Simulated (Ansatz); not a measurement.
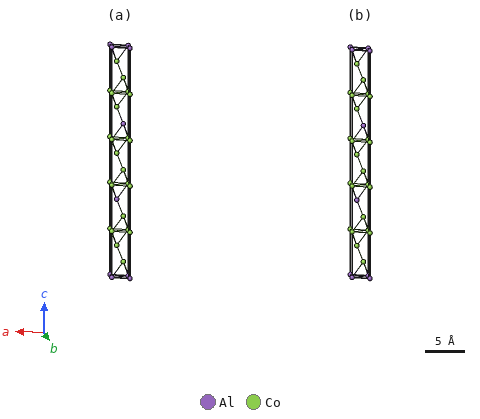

The structure of solid AlCo$_{4}$ (set up in R-3m) before (left) and after (right) a relaxation, at one scale.

A ball-and-stick model of the conventional cell (3 times the calculation's cell), seen from a free direction. Lengths and directions refer to the drawn axes.

Theory: Ansatz, DFT PBEsol, scalar-relativistic, plane waves, PAW.

The input:
```yaml
crystal:
  lattice:
    - [1.2893368271, 0.7443989642, 9.9743618604]
    - [-1.2893368271, 0.7443989642, 9.9743618604]
    - [0.0, -1.4887979284, 9.9743618604]
  atoms:
    - { symbol: Al, position: [0.0, 0.0, 0.0] }
    - { symbol: Co, position: [0.598855, 0.598855, 0.598855], spin: 1.51 }
    - { symbol: Co, position: [0.200321, 0.200321, 0.200321], spin: 1.93 }
    - { symbol: Co, position: [0.799679, 0.799679, 0.799679], spin: 1.93 }
    - { symbol: Co, position: [0.401145, 0.401145, 0.401145], spin: 1.51 }
basis:
  ecutwfc: 420
kpoints:
  mp_grid: { grid: [18, 18, 18] }
hamiltonian:
  xc: pbesol
scf:
  occupations: { method: gaussian, width: 0.1 }
output:
  forces: true
  stress: true
  eigenvalues: true
  populations: true
magnetization:
  spin_polarized: true
relax:
  adjacent_minimum: "off"
  f_tol: 0.005
  max_steps: 80
  cell: { stress_tol: 0.05 }
```

Run as
```bash
ansatz run input.yaml --threads 4 --pin off --max-ram 9216MiB --backend cpu --events-out ev --progress --plain --runs-dir out
```

Describe what moved and what it gained.

Over 5 accepted moves (7 points after the start) the energy falls by 13.3 meV per atom. Largest force component: 0.19 eV/Å at the start, 0.00021 eV/Å at the end. The pressure goes from −7.91 to 0.00 GPa. The SCF was repeated twice at an unchanged geometry on a basis and grid sized afresh for the cell, which shifted the energy by 0.4 meV per atom at most. The largest moves relative to the cell, 0.009 Å, are those of Co2 and Co5. Co2 goes along −c. Al stays in place. The volume changes by −4.4 %, with a = b 2.579 → 2.537 Å (−1.6 %), c 29.923 → 29.566 Å (−1.2 %). Among the contacts that change: Co3–Co4 2.505 → 2.462 Å, Co2–Co2 2.579 → 2.537 Å, Al1–Al1 2.579 → 2.537 Å, Co2–Co3 2.454 → 2.418 Å. The space group stays R-3m (No. 166). The run took 21 min on 4 threads of Intel(R) Xeon(R) Processor @ 2.50GHz (Skylake/Cascade Lake), with other jobs on the host, peak memory 2.4 GiB.
